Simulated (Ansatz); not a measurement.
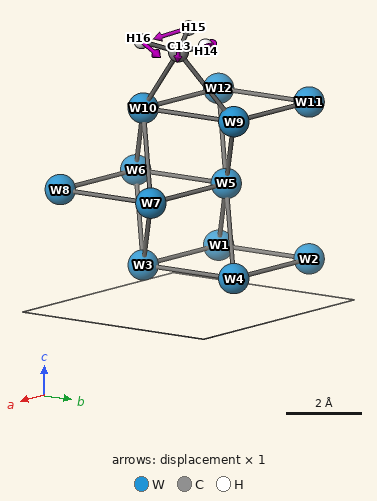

This is a constrained relaxation of a slab of composition H3W12C (cut from the Im-3m phase). The starting structure is drawn; purple arrows show the displacements, at their true length.

A ball-and-stick model of the cell of the calculation, outlined in the plane, without the vacuum (origin shifted), seen from a free direction.

Case: 1 CH3 a cell, anchor, over a hollow W-W-W site. The slab is the (1 1 0) face of W with CH3 on it. 4 atoms are held fixed.

Computed with Ansatz, DFT PBE+D3(BJ), scalar-relativistic, plane waves, PAW. Set-up: plane-wave cutoff 420 eV; k-point mesh 4 × 4 × 1; occupations gaussian; smearing width 0.1 eV; collinear spin; dipole correction; atoms relaxed in a fixed cell; force threshold 0.04 eV/Å; at most 100 steps.

Atoms of which element are displaced furthest, and by how much?

Hydrogen: up to 1.01 Å, against 0.31 Å for carbon.

Describe the change and its energy.

The energy falls by 0.836 eV per cell of the calculation in 8 accepted moves (9 points after the start). Largest force component: 1 eV/Å at the start, 0.019 eV/Å at the end. 1 step only repeated the SCF at the same geometry. The largest move is that of H15, 1.01 Å at 75° to the normal (−c side). Largest moves by element: H 1.01 Å, C 0.31 Å, W 0.07 Å. The lattice vectors keep their values. Near-neighbour distances that change, for instance: W10–C13 2.655 → 2.404 Å, W9–C13 2.494 → 2.275 Å, W6–W10 2.696 → 2.747 Å, W9–W10 2.736 → 2.781 Å. Bond angles that change, for instance: W11–C13–H14 88.5° → 126.3°, W10–C13–H16 94.0° → 128.5°, W9–C13–H15 93.4° → 127.2°. The program noted that the starting moments weren't kept.

Limits of the set-up: the periodic images lie only 5.5 Å apart, so the values are limited by the cell's size.
